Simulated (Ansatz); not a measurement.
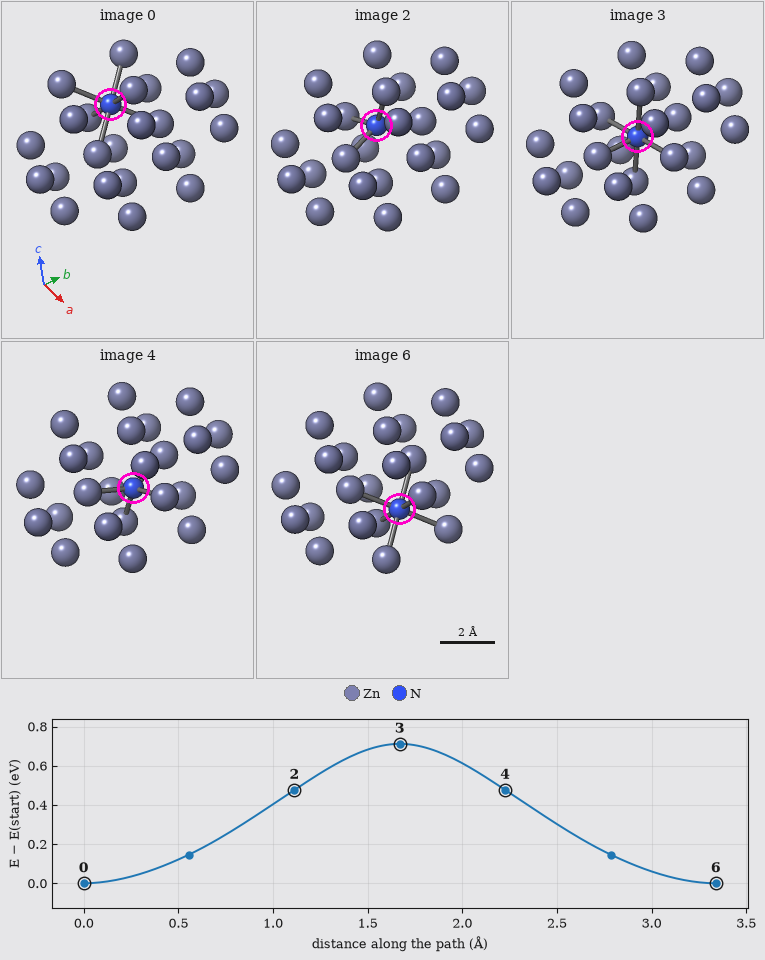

NEB run on a defect cell of composition Zn16N (17 atoms in the cell). Images are numbered from 0 (start) to 6 (end). A ball-and-stick model of the atoms within 4.4 Å of the middle of the path, seen slightly off an axis. The moving atom is ringed, with any periodic copies. Bonds to atoms that aren't drawn are left out.

Level of theory: DFT PBE, scalar-relativistic, plane waves, PAW (Ansatz 0.2.0). Run with plane-wave cutoff 420 eV; k-point mesh 4 × 4 × 4; Gaussian smearing 0.1 eV; 5 movable images; climbing image.

Read off the barrier and say what moves.

Answer. The N atom travels furthest, 2.74 Å from end to end, along [1 0 −1], on a straight line. At the highest image its nearest neighbour (Zn) is 1.89 Å away, against 2.09 Å at the start, and the surrounding atoms stand up to 0.41 Å off the mean of their end positions. The barrier is about 0.71 eV in both directions, with image 3 at the top; the ends have the same energy. The band is converged.

Limits of the set-up: the cell has an odd number of electrons but was run without spin polarisation; the periodic images lie only 6.8 Å apart, so the values are limited by the cell's size.
